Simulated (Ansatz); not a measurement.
# Calculations on MoS2 and related structures

### Relaxation

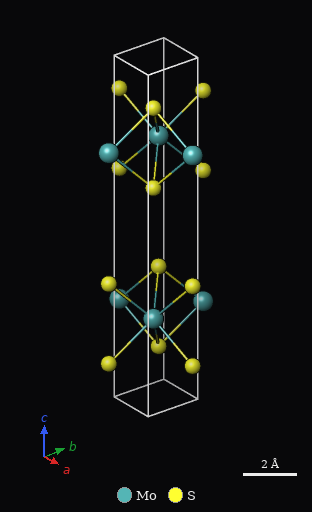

Solid MoS₂ (set up in P6_3/mmc) (coarse preliminary run), before the relaxation. Style: ball-and-stick. Shown: the cell of the calculation, slightly off an axis.

Level of theory: Ansatz 0.2.0, DFT HSE06, scalar-relativistic, plane waves, PAW.

Input
```yaml
crystal:
  lattice:
    - [3.19223791, 0.0, 0.0]
    - [-1.59611896, 2.76455913, 0.0]
    - [0.0, 0.0, 13.378294]
  atoms:
    - { symbol: Mo, position: [0.66666667, 0.33333333, 0.25] }
    - { symbol: Mo, position: [0.33333333, 0.66666667, 0.75] }
    - { symbol: S, position: [0.66666667, 0.33333333, 0.633082] }
    - { symbol: S, position: [0.33333333, 0.66666667, 0.366918] }
    - { symbol: S, position: [0.66666667, 0.33333333, 0.866918] }
    - { symbol: S, position: [0.33333333, 0.66666667, 0.133082] }
basis:
  ecutwfc: 420
kpoints:
  mp_grid: { grid: [6, 6, 2] }
hamiltonian:
  xc: hse06
scf:
  occupations: { method: gaussian, width: 0.1 }
output:
  forces: true
  stress: true
  eigenvalues: true
relax:
  adjacent_minimum: "off"
  f_tol: 0.05
  max_steps: 80
  cell: { stress_tol: 0.5 }
```

Run as
```bash
ansatz run input.yaml --threads 8 --pin off --max-ram 20480MiB --backend cpu --events-out ev --progress --plain --runs-dir out
```

Where does the relaxation end?

Answer. The energy falls by 12.9 meV per atom in 5 accepted moves (6 points after the start). The largest force component goes from 0.61 to 0.0017 eV/Å. Pressure: −4.97 GPa at the start and 0.11 GPa at the end. At 1 point the geometry stayed and the basis and grid were re-selected for the new cell (energy shift of 0.1 meV per atom at most each time). The largest moves relative to the cell, 0.096 Å, are those of S3, S4, S5 and S6. S6 goes along +c. Mo stays in place. The volume changes by +2.3 %, with a = b 3.192 → 3.149 Å (−1.4 %), c 13.378 → 14.064 Å (+5.1 %). Among the contacts that change: Mo1–S4 2.417 → 2.388 Å. The space group stays P6_3/mmc (No. 194). The run took 4.6 min on 8 threads of AMD EPYC (Zen 3) (shared host), peak memory 2.2 GiB.

Step by step:

| step | E − E(0), meV/atom | largest force component, eV/Å | pressure, GPa | volume, Å³/atom | note |
| --- | --- | --- | --- | --- | --- |
| 0 | 0.00 | 0.6101 | -4.97 | 19.678 |  |
| 1 | -7.76 | 0.0693 | 2.64 | 18.948 |  |
| 2 | -12.19 | 0.0449 | 0.09 | 19.478 |  |
| 3 | -12.41 | 0.0106 | 0.10 | 19.555 |  |
| 4 | -12.65 | 0.0095 | 0.10 | 19.806 |  |
| 5 | -12.77 | 0.0018 | 0.10 | 20.131 |  |
| 6 | -12.86 | 0.0017 | 0.11 | 20.131 | same geometry, new basis |

After the run, drawn alike:

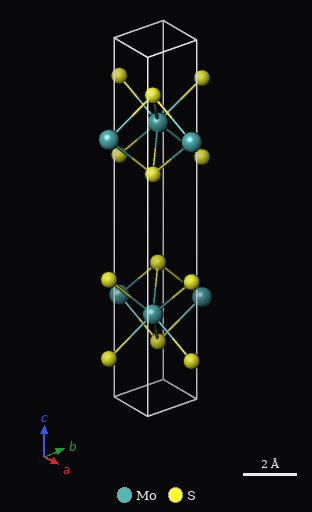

### Relaxation

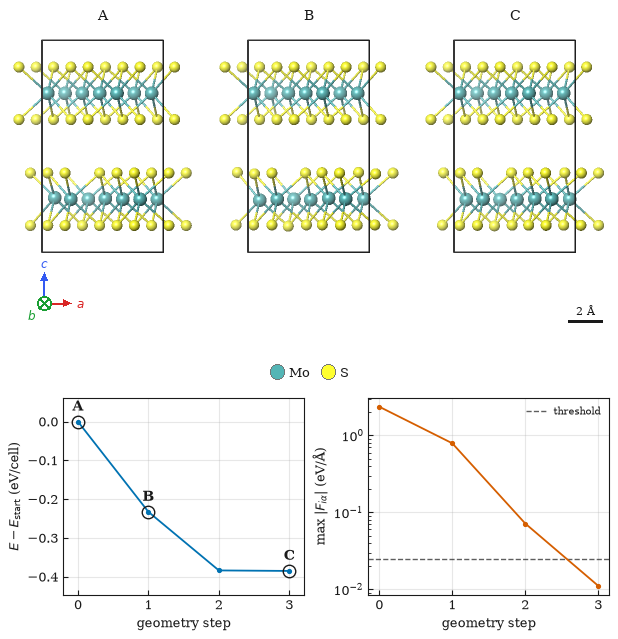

Frames of a relaxation of a defect cell of composition Mo$_{14}$S$_{27}$, marked on the history of the run. A ball-and-stick model of the cell of the calculation, seen along the b axis.

Case: S vacancy (site f), charge +0, atoms relaxed at the host's cell.

Method: Ansatz 0.2.0, DFT PBEsol, scalar-relativistic, plane waves, PAW. Settings: plane-wave cutoff 420 eV; k-point mesh 2 × 2 × 2; occupations gaussian; smearing width 0.01 eV; no spin polarisation; atoms relaxed in a fixed cell; force threshold 0.025 eV/Å; at most 45 steps.

**What happens along the run?**

A Mo atom moves most: 0.13 Å along [−1 1 −2]. By element the largest moves are Mo 0.13 Å, S 0.07 Å. The lattice vectors keep their values. Among the contacts that change: Mo–S 2.521 → 2.374 Å, Mo–Mo 3.160 → 3.065 Å, Mo–S 2.300 → 2.387 Å, Mo–S 2.434 → 2.361 Å. Bond angles that change, for instance: S–Mo–S 78.9° → 83.0°, S–Mo–S 83.8° → 80.4°, S–Mo–S 78.5° → 81.7°. After 3 geometry steps the energy has fallen by 0.385 eV per cell of the calculation. Largest force component: 2.4 eV/Å at the start, 0.011 eV/Å at the end. The run took 2 min on 4 threads of Intel(R) Xeon(R) Processor @ 2.70GHz (shared host), peak memory 3.7 GiB. From step 0 to 1: a Mo atom moves most (0.20 Å), energy −0.233 eV per cell of the calculation. From step 1 to 3: Mo and S atoms move most (0.07 Å), energy −0.152 eV per cell of the calculation.

Limits of the set-up: the periodic images lie only 8.3 Å apart, so the values are limited by the cell's size.

### Defect

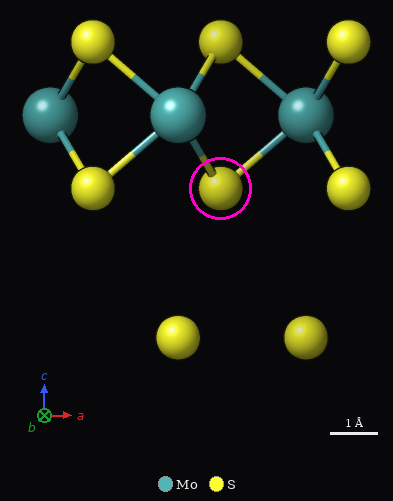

Perfect MoS2. The picture is a ball-and-stick view of the atoms within 4.6 Å of one point, in a slice 5.0 Å thick across the line of sight, seen along the b axis.

Level of theory: DFT PBEsol, scalar-relativistic, plane waves, PAW (Ansatz 0.2.0). (plane-wave cutoff 420 eV; k-point mesh 2 × 2 × 2; occupations gaussian; smearing width 0.01 eV; collinear spin) The cell is small and the k-mesh coarse, so the numbers are rough. A uniform background neutralises the charged cell. The axes drawn are those of the host's conventional cell.

A sulfur atom is taken out (a vacancy) at the ringed place, in charge state −1. The supercell has 42 sites, and the atoms are relaxed at the host's cell.

How do the neighbours respond?

Answer. Around the empty S site the host had 3 Mo at 2.39 Å; after relaxation the nearest atoms are 3 Mo at 2.35 to 2.43 Å. Of the host's atoms, a sulfur atom moves furthest from its site, by 0.08 Å. The cell's net moment is 1.00 μB.

The relaxed defect, seen from the same direction:

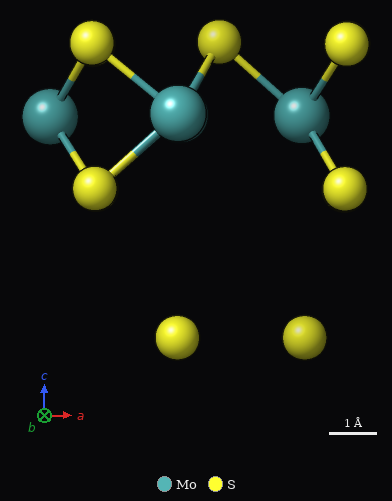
